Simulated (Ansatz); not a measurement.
## Geometry relaxation of Ti₁₆H₂N (part 1 of 4)

System: Ti₁₆H₂N (slab, 19 atoms in the cell).
Method: DFT PBE+D3(BJ), scalar-relativistic, plane waves, PAW, spin-polarised (Ansatz 0.2.0).

The structure derives from an entry of the Crystallography Open Database. The input holds or restrains some coordinates. Forces given for the steps count only the free coordinates. It belongs to a series of runs on one base structure; here: 1 NH2 a cell, anchor, over a hollow Ti-Ti-Ti site.

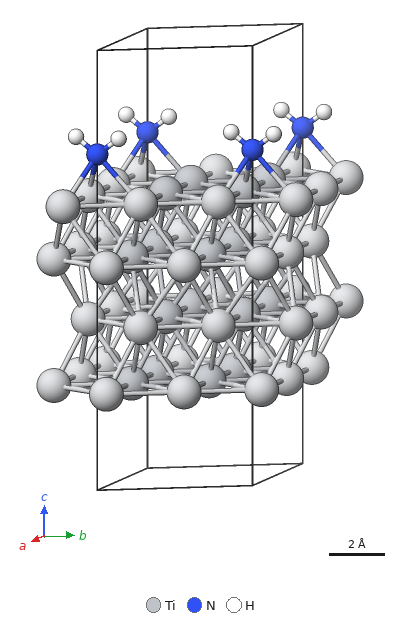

Fig. 1: The structure as given in the input (ball-and-stick view of the cell of the calculation, with the vacuum cut short, seen slightly off an axis; neighbours outside the cell are drawn fainter). An atom can appear more than once, as a periodic image.

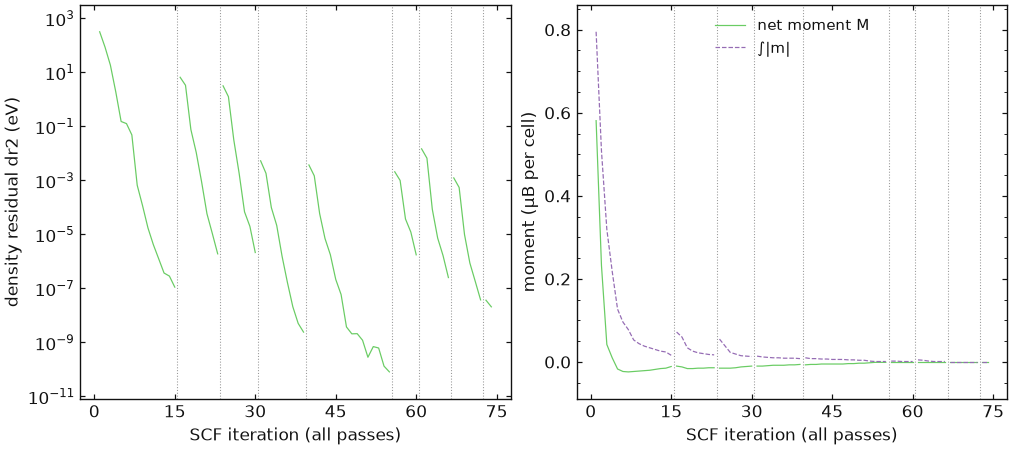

Fig. 2: Convergence of the self-consistent field: density residual dr2 and magnetic moment against the SCF iteration. The dotted lines part the SCF passes of the relaxation: geometry steps, rejected trials and re-solves on a re-selected basis. The 9 passes take 2 to 16 iterations each, 74 in all. The net moment goes from 0.6 to 0.0 μB per cell, and ∫|m| falls to zero.

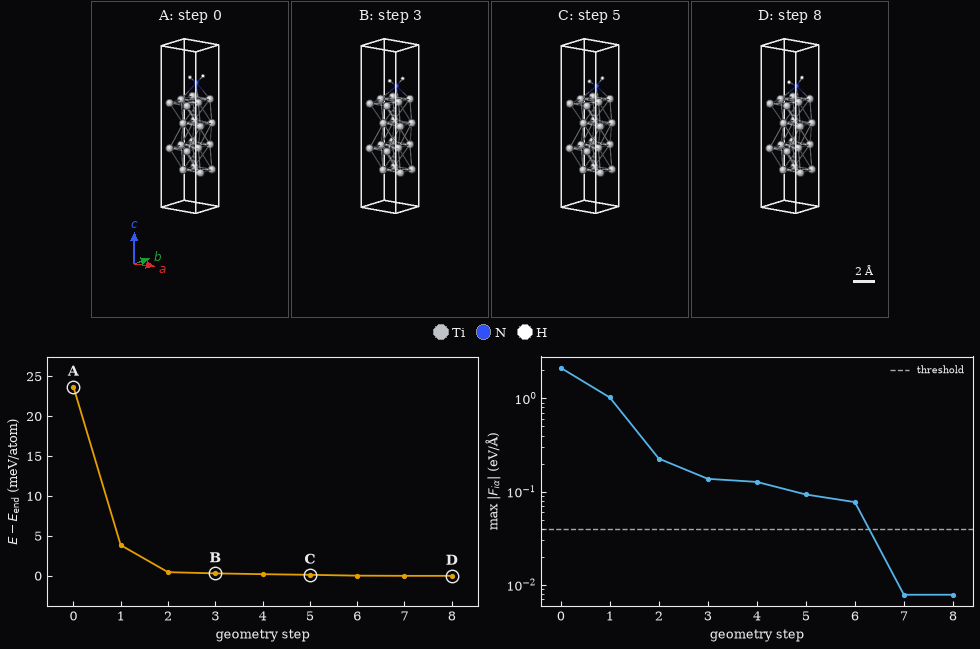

Fig. 3: Frames of the restrained relaxation (ball-and-stick view of the cell of the calculation, with the vacuum cut short (origin shifted), seen slightly off an axis) above the curves, on which the letters mark them (the first geometry is step 0 here and step 1 in the log).

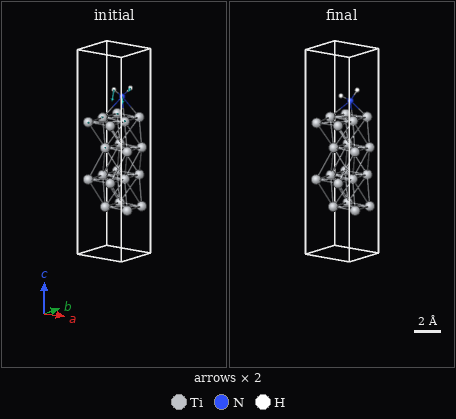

Fig. 4: Before (left) and after (right) the restrained relaxation, at one scale (ball-and-stick view of the cell of the calculation, with the vacuum cut short (origin shifted), seen slightly off an axis). The teal arrows give the displacements, magnified 2 times. The atom that moves furthest is H19 (0.49 Å). By element the largest moves are H 0.49 Å, N 0.33 Å, Ti 0.08 Å. The cell doesn't change. Distances before and after: Ti13–N17 2.424 → 2.147 Å, Ti14–N17 2.424 → 2.216 Å, Ti14–Ti16 2.886 → 3.001 Å, Ti12–Ti15 2.740 → 2.678 Å. Among the angles that change: Ti16–N17–H19 99.7° → 85.5°, Ti14–N17–H19 99.0° → 85.3°, Ti14–N17–Ti16 73.1° → 85.2°. After 8 geometry steps the energy has fallen by 23.7 meV per atom. The largest force component goes from 2.1 to 0.0079 eV/Å. (Atoms are counted from 1 in the order of the input.)

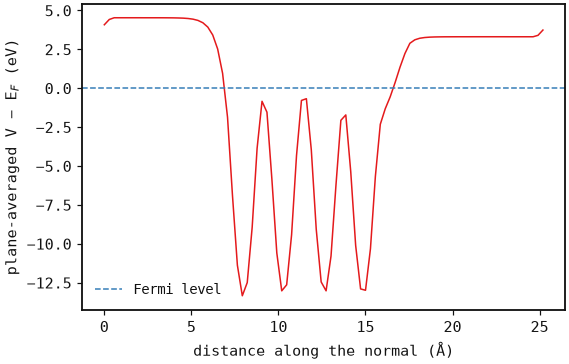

Fig. 5: Plane average of the electrostatic potential energy of an electron across the cell, from the Fermi level. The vacuum level lies 3.31 eV above the Fermi level on the upper side and 4.53 eV on the lower.

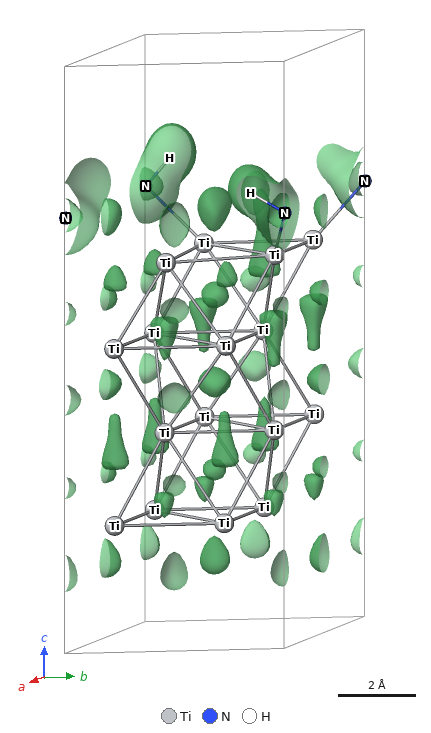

Fig. 6: Isosurface of the electron localisation function at 0.65 (green), seen slightly off an axis. Only the valence region is drawn (cores and ρ < 0.01 e/Å³ removed). Sticks mark near contacts. Values along the shortest contacts: N–H (1.03 Å): the ELF climbs to about 1 towards the hydrogen, as it does in any bond to H; a covalent bond by its length. Ti–N (2.15 Å): the ELF is about 0.15 at the midpoint (a polar contact without a shared pair, in a metal). In a PAW calculation such maps are meaningful between the atoms, not at the nuclei.

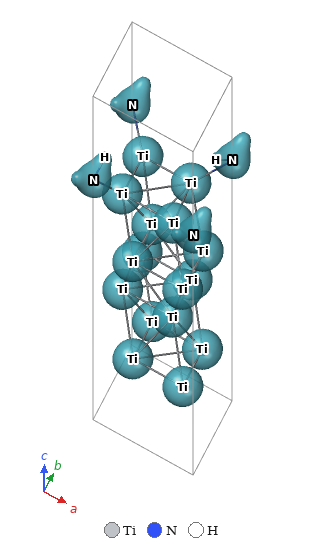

Fig. 7: Isosurface of the valence charge density (pseudo) at 1 e/Å³ (cyan), seen at an oblique angle. Sticks mark near contacts. At this value the density breaks into separate islands; it holds about 70 % of the electrons treated as valence (semicore included). It is pinched off along the Ti–N (2.15 Å), Ti–Ti (2.68 Å) and Ti–N (2.22 Å) contacts. On the grid the lowest density along these lines, outside the cores, is 2.1 e/Å³ (N–H, 1.03 Å), 0.45 e/Å³ (Ti–N, 2.15 Å), 0.24 e/Å³ (Ti–Ti, 2.68 Å) and 0.42 e/Å³ (Ti–N, 2.22 Å).

These pictures come from the run below.

### Input
```yaml
crystal:
  lattice:
    - [5.7729299511, 0.0, 0.0]
    - [-2.8864649755, 4.9995039919, 0.0]
    - [0.0, 0.0, 25.4749747967]
  atoms:
    - { symbol: Ti, position: [0.3333333333, 0.1666666667, 0.3140336767] }
    - { symbol: Ti, position: [0.3333333333, 0.6666666667, 0.3140336767] }
    - { symbol: Ti, position: [0.8333333333, 0.1666666667, 0.3140336767] }
    - { symbol: Ti, position: [0.8333333333, 0.6666666667, 0.3140336767] }
    - { symbol: Ti, position: [0.1666666667, 0.3333333333, 0.4038096697] }
    - { symbol: Ti, position: [0.1666666667, 0.8333333333, 0.4038096697] }
    - { symbol: Ti, position: [0.6666666667, 0.3333333333, 0.4038096697] }
    - { symbol: Ti, position: [0.6666666667, 0.8333333333, 0.4038096697] }
    - { symbol: Ti, position: [0.3333333333, 0.1666666667, 0.4969352585] }
    - { symbol: Ti, position: [0.3333333333, 0.6666666667, 0.4969352585] }
    - { symbol: Ti, position: [0.8333333333, 0.1666666667, 0.4969352585] }
    - { symbol: Ti, position: [0.8333333333, 0.6666666667, 0.4969352585] }
    - { symbol: Ti, position: [0.1666666667, 0.3333333333, 0.5823076605] }
    - { symbol: Ti, position: [0.1666666667, 0.8333333333, 0.5823076605] }
    - { symbol: Ti, position: [0.6666666667, 0.3333333333, 0.5823076605] }
    - { symbol: Ti, position: [0.6666666667, 0.8333333333, 0.5823076605] }
    - { symbol: "N", position: [0.0, 0.0, 0.6513950694], spin: 1.0 }
    - { symbol: H, position: [0.0798031377, 0.162926531, 0.6754913179] }
    - { symbol: H, position: [-0.0798031377, -0.162926531, 0.6754913179] }
basis:
  ecutwfc: 420
kpoints:
  mp_grid: { grid: [4, 4, 1] }
hamiltonian:
  xc: pbe
  dispersion: d3bj
scf:
  occupations: { method: gaussian, width: 0.1 }
output:
  forces: true
  eigenvalues: true
  populations: true
  write_density: true
  write_potential: true
  elf: true
  volumetric_format: npy
magnetization:
  spin_polarized: true
relax:
  adjacent_minimum: "off"
  f_tol: 0.04
  max_steps: 100
  constraints: [{ sites: [0, 1, 2, 3, 4, 5, 6, 7] }]
efield:
  axis: 3
  dipole_correction: true
  ramp_width: 0.04
```

Command:
```bash
ansatz run input.yaml --threads 8 --pin off --max-ram 20480MiB --backend cpu --events-out ev --progress --plain --runs-dir out
```

### Log
```
Engine: ansatz 0.2.0, x86_64-unknown-linux-gnu
Pseudopotentials: kind: paw
Pseudopotential: Ti, paw, valence charge 12, recommended cutoff 420 eV (normal), Ti.paw.azcp
Pseudopotential: N, paw, valence charge 5, recommended cutoff 420 eV (normal), N.paw.azcp
Pseudopotential: H, paw, valence charge 1, recommended cutoff 420 eV (normal), H.paw.azcp
Functional definition: PBE
  parameter kappa = 0.804
  parameter beta = 0.06672455060314922
  exchange = pbe_x(kappa = kappa, mu = beta*pi^2/3)
  correlation = pbe_c(beta = beta)
Crystal: 19 atoms, lattice volume = 735.253 Å³
Basis set: ecut = 420 eV, 14473 PW (Γ), exchange–correlation on 80×80×360 points (8 copies of the dense FFT grid, shifted against one another)
Bands: 120, of which v1, the nominal top of the filled ones, is band 100 counted from 1 (99 counted from 0)
Symmetry: 1 space group operations
k-points: 10 of 16 (time reversal used)
Non-local potential: Ti, projectors of the file, l = 0: 3, l = 1: 2, l = 2: 3, l = 3: 1
Non-local potential: N, projectors of the file, l = 0: 2, l = 1: 2, l = 2: 1
Non-local potential: H, projectors of the file, l = 0: 2, l = 1: 1
PAW form: soft (Blöchl's): semilocal exchange-correlation on the pseudo side does not see the compensation charge
PAW one-centre angular grid: Ti, 590 points (default); XC on 64 Gauss nodes
PAW one-centre angular grid: N, 110 points (default); XC on 64 Gauss nodes
PAW one-centre angular grid: H, 110 points (default); XC on 64 Gauss nodes
Initial density: superposition of atomic densities (neutral atoms: chi_scale 0, normalization atom)
Starting moments: Σ|m| = 1 μB on 1 of 19 sites
Initial wavefunctions: pseudopotential atomic-orbital guess
Functional: x = pbe(κ = 0.804, μ = 0.2195149727645171), c = pbe(β = 0.06672455060314922)
SCF iter   1: F=—  HF=-40420.664752 eV  |F-HF|=—  |Δ(HF+E_count)|=         —  Δρ=3.16e-2 (↑2.98e-2 ↓3.16e-2)  dr2=3.19e2  dr2_m=1.65e-1  M=0.581 μB ∫|m|=0.795 μB  β_m=0.71  ethr=3.10e-3  p=0.000 e·Å  D=1.77e-6 V/Å  ΔV_dip=-0.00 eV  dr2_dipole=1.23e0  V_vac-E_F(+/−)=8.21/8.21 eV  ⟨swp⟩=8.8  Hψ=11718  notcnv=0
Mixer restart at iter 1: flushing history
efield: sawtooth ramp at fractional position 0.9748 (placed from the atoms, in the widest stretch of the axis that holds none; the zero of the levels goes with the place), width 0.0400; the density the first Hamiltonian is built on has a dipole p = 0.000 e·Å; the dipole correction subtracts the counter field D = 1.77e-6 V/Å, which shifts the + side's vacuum level by -0.00 eV against the − side's; the planar-averaged density in the ramp window peaks in size at 5.6e-6 e/Å³
preconditioner: auto → LDOS  [metal: Δε(μ)=0.035 eV  Ē_g=2.870 eV  σ=0.100 eV  W_gap=0.19  n_scr=124 (ndim 8)  ℏωp=11.4 eV  f_vac=0.531  D(μ)=25.58/eV (n_scr^D=188)]
spin=Collinear: LDOS preconditioning applied to the charge; magnetization (m = ρ↑ − ρ↓) channel mixes plain (no charge-response kernel on spin).
SCF iter   2: F=—  HF=-40413.967029 eV  |F-HF|=—  |Δ(HF+E_count)|=    6.70e0  Δρ=1.71e-2 (↑1.71e-2 ↓1.65e-2)  dr2=8.62e1  dr2_m=1.18e-1  M=0.232 μB ∫|m|=0.508 μB  β_m=0.44  ethr=3.10e-3  p=-0.029 e·Å  D=-7.11e-3 V/Å  ΔV_dip=0.18 eV  dr2_dipole=3.59e-1  V_vac-E_F(+/−)=6.30/6.12 eV  ⟨swp⟩=3.1  Hψ=4774  notcnv=0  defer=123
density mixer auto → msr1: a metal under ldos (density of states about μ 3.16 of a free-electron gas's, 124 screened modes)
SCF iter   3: F=—  HF=-40413.075385 eV  |F-HF|=—  |Δ(HF+E_count)|=   8.92e-1  Δρ=1.02e-2 (↑1.02e-2 ↓7.05e-3)  dr2=1.85e1  dr2_m=5.50e-2  M=0.042 μB ∫|m|=0.319 μB  β_m=0.54  ethr=3.10e-3  p=-0.014 e·Å  D=-3.52e-3 V/Å  ΔV_dip=0.09 eV  dr2_dipole=1.05e1  V_vac-E_F(+/−)=4.17/4.08 eV  ⟨swp⟩=5.0  Hψ=5641  notcnv=0  defer=116
SCF iter   4: F=—  HF=-40412.766486 eV  |F-HF|=—  |Δ(HF+E_count)|=   3.09e-1  Δρ=3.79e-3 (↑3.79e-3 ↓3.42e-3)  dr2=1.91e0  dr2_m=3.31e-2  M=0.010 μB ∫|m|=0.218 μB  β_m=0.64  ethr=3.10e-3  p=0.105 e·Å  D=2.58e-2 V/Å  ΔV_dip=-0.66 eV  dr2_dipole=9.07e-1  V_vac-E_F(+/−)=4.01/4.66 eV  ⟨swp⟩=2.4  Hψ=3715  notcnv=0  defer=112
SCF iter   5: F=—  HF=-40412.847881 eV  |F-HF|=—  |Δ(HF+E_count)|=   8.14e-2  Δρ=2.06e-3 (↑2.06e-3 ↓1.13e-3)  dr2=1.52e-1  dr2_m=5.83e-3  M=-0.017 μB ∫|m|=0.127 μB  β_m=0.60  ethr=9.58e-4  p=0.190 e·Å  D=4.69e-2 V/Å  ΔV_dip=-1.19 eV  dr2_dipole=2.04e-2  V_vac-E_F(+/−)=3.47/4.67 eV  ⟨swp⟩=2.5  Hψ=3799  notcnv=0  defer=115
SCF iter   6: F=—  HF=-40412.857865 eV  |F-HF|=—  |Δ(HF+E_count)|=         —  Δρ=1.06e-3 (↑7.25e-4 ↓1.06e-3)  dr2=1.27e-1  dr2_m=2.28e-3  M=-0.023 μB ∫|m|=0.096 μB  β_m=0.60  ethr=7.62e-5  p=0.198 e·Å  D=4.87e-2 V/Å  ΔV_dip=-1.24 eV  dr2_dipole=5.99e-2  V_vac-E_F(+/−)=3.41/4.65 eV  ⟨swp⟩=2.4  Hψ=3198  notcnv=0  defer=115
SCF iter   7: F=—  HF=-40412.859991 eV  |F-HF|=—  |Δ(HF+E_count)|=   2.13e-3  Δρ=6.88e-4 (↑4.05e-4 ↓6.88e-4)  dr2=4.84e-2  dr2_m=8.32e-4  M=-0.024 μB ∫|m|=0.078 μB  β_m=0.70  ethr=6.41e-5  p=0.196 e·Å  D=4.81e-2 V/Å  ΔV_dip=-1.23 eV  dr2_dipole=2.29e-2  V_vac-E_F(+/−)=3.39/4.61 eV  ⟨swp⟩=1.7  Hψ=2804  notcnv=0  defer=97
SCF iter   8: F=—  HF=-40412.861528 eV  |F-HF|=—  |Δ(HF+E_count)|=   1.54e-3  Δρ=1.21e-4 (↑9.63e-5 ↓1.21e-4)  dr2=6.61e-4  dr2_m=3.63e-5  M=-0.023 μB ∫|m|=0.053 μB  β_m=0.74  ethr=2.43e-5  p=0.192 e·Å  D=4.72e-2 V/Å  ΔV_dip=-1.20 eV  dr2_dipole=2.59e-4  V_vac-E_F(+/−)=3.35/4.56 eV  ⟨swp⟩=2.0  Hψ=2901  notcnv=0  defer=97
SCF iter   9: F=—  HF=-40412.861684 eV  |F-HF|=—  |Δ(HF+E_count)|=   1.56e-4  Δρ=5.68e-5 (↑4.24e-5 ↓5.68e-5)  dr2=1.15e-4  dr2_m=8.13e-6  M=-0.022 μB ∫|m|=0.044 μB  β_m=0.76  ethr=3.32e-7  p=0.191 e·Å  D=4.71e-2 V/Å  ΔV_dip=-1.20 eV  dr2_dipole=4.07e-5  V_vac-E_F(+/−)=3.35/4.55 eV  ⟨swp⟩=3.1  Hψ=3340  notcnv=0  defer=97
SCF iter  10: F=—  HF=-40412.861706 eV  |F-HF|=—  |Δ(HF+E_count)|=   2.21e-5  Δρ=2.39e-5 (↑2.39e-5 ↓2.15e-5)  dr2=1.75e-5  dr2_m=1.40e-6  M=-0.021 μB ∫|m|=0.038 μB  β_m=0.74  ethr=5.79e-8  p=0.191 e·Å  D=4.70e-2 V/Å  ΔV_dip=-1.20 eV  dr2_dipole=1.03e-6  V_vac-E_F(+/−)=3.36/4.55 eV  ⟨swp⟩=2.3  Hψ=3188  notcnv=0  defer=97
SCF iter  11: F=—  HF=-40412.861710 eV  |F-HF|=—  |Δ(HF+E_count)|=   3.12e-6  Δρ=1.49e-5 (↑1.30e-5 ↓1.49e-5)  dr2=4.22e-6  dr2_m=9.04e-7  M=-0.020 μB ∫|m|=0.034 μB  β_m=0.80  ethr=8.81e-9  p=0.191 e·Å  D=4.70e-2 V/Å  ΔV_dip=-1.20 eV  dr2_dipole=7.63e-9  V_vac-E_F(+/−)=3.36/4.55 eV  ⟨swp⟩=2.8  Hψ=3699  notcnv=0  defer=97
SCF iter  12: F=—  HF=-40412.861712 eV  |F-HF|=—  |Δ(HF+E_count)|=   2.18e-6  Δρ=1.03e-5 (↑8.79e-6 ↓1.03e-5)  dr2=1.26e-6  dr2_m=5.08e-7  M=-0.018 μB ∫|m|=0.030 μB  β_m=0.90  ethr=2.12e-9  p=0.191 e·Å  D=4.69e-2 V/Å  ΔV_dip=-1.20 eV  dr2_dipole=1.12e-9  V_vac-E_F(+/−)=3.36/4.55 eV  ⟨swp⟩=2.9  Hψ=3538  notcnv=0  defer=97
SCF iter  13: F=—  HF=-40412.861713 eV  |F-HF|=—  |Δ(HF+E_count)|=   1.19e-6  Δρ=7.89e-6 (↑7.89e-6 ↓6.07e-6)  dr2=3.73e-7  dr2_m=2.78e-7  M=-0.016 μB ∫|m|=0.026 μB  β_m=0.95  ethr=6.34e-10  p=0.191 e·Å  D=4.69e-2 V/Å  ΔV_dip=-1.20 eV  dr2_dipole=1.86e-8  V_vac-E_F(+/−)=3.36/4.55 eV  ⟨swp⟩=29.6  Hψ=24089  notcnv=0
SCF iter  14: F=—  HF=-40412.861713 eV  |F-HF|=—  |Δ(HF+E_count)|=   6.10e-7  Δρ=6.50e-6 (↑5.05e-6 ↓6.50e-6)  dr2=2.87e-7  dr2_m=1.91e-7  M=-0.015 μB ∫|m|=0.024 μB  β_m=0.98  ethr=1.88e-10  p=0.191 e·Å  D=4.69e-2 V/Å  ΔV_dip=-1.20 eV  dr2_dipole=5.30e-9  V_vac-E_F(+/−)=3.36/4.55 eV  ⟨swp⟩=13.0  Hψ=15664  notcnv=0
SCF iter  15: F=-40412.861715 eV  HF=-40412.861715 eV  |F-HF|=1.76e-8  |Δ(HF+E_count)|=   1.14e-6  Δρ=3.41e-6 (↑3.41e-6 ↓2.98e-6)  dr2=1.12e-7  dr2_m=5.68e-8  M=-0.011 μB ∫|m|=0.016 μB  ethr=1.44e-10  p=0.191 e·Å  D=4.69e-2 V/Å  ΔV_dip=-1.20 eV  dr2_dipole=2.40e-10  V_vac-E_F(+/−)=3.36/4.55 eV  ⟨swp⟩=15.8  Hψ=20359  notcnv=0
WARN: the starting moments were not kept: the SCF closed with an absolute magnetisation of 1.6e-2 μB, where they sum to 1 μB in size (1 site). That is at most 0.1 of that sum. Measured as dr2_m measures the in/out step, that magnetisation stands 9.0e-6 eV from none, at or under the dr2_threshold of 4.0e-5 eV: it is no larger than a step whose dr2_m would equal this threshold. The system may hold no moment; this SCF shows only that its start led to no more than that. To try another start: raise the starting moments (crystal.atoms[].spin, magnetization.per_species, magnetization.initial_magnetization, or on a non-collinear deck that types none of these the spinor_matrix: blocks that start its atoms; where the total moment is fixed, keep their sum and leave initial_magnetization as it is; typed ones take the place of any that the run laid by itself, positive ones on a crystal's lanthanoids without a Hubbard term where scf.initial_density.shell_occupations: [] is typed) or, if the notice of its spin-set hold's release reads "site moments contracting" or "site moments show no strong build", lengthen the hold (scf.mixing.spin_hold: { on: { confirm: 4 } }; for m-r²SCAN on two components see the key's manual first). Each may lead to a state that holds a moment. A second SCF, from the converged charge density, with the starting moments and any scf.initial_density.shell_occupations laid on it anew, would have followed, and was not run: the deck does not ask for one (magnetization.retry_lost_moments is false, the default). To let it run, set magnetization.retry_lost_moments: true and run the deck again, where that key's refused combinations let it; where memory then withholds it, that run's warning says so.
SCF 1 converged in 15 iterations: F = -40412.861715 eV  dr2 = 1.12e-7
  greatest PAW one-centre occupation: 0.999 electrons in one spin orbital (limit 2), on the Ti atom at site 9 (counted from 0), in its partial waves of l = 0
```
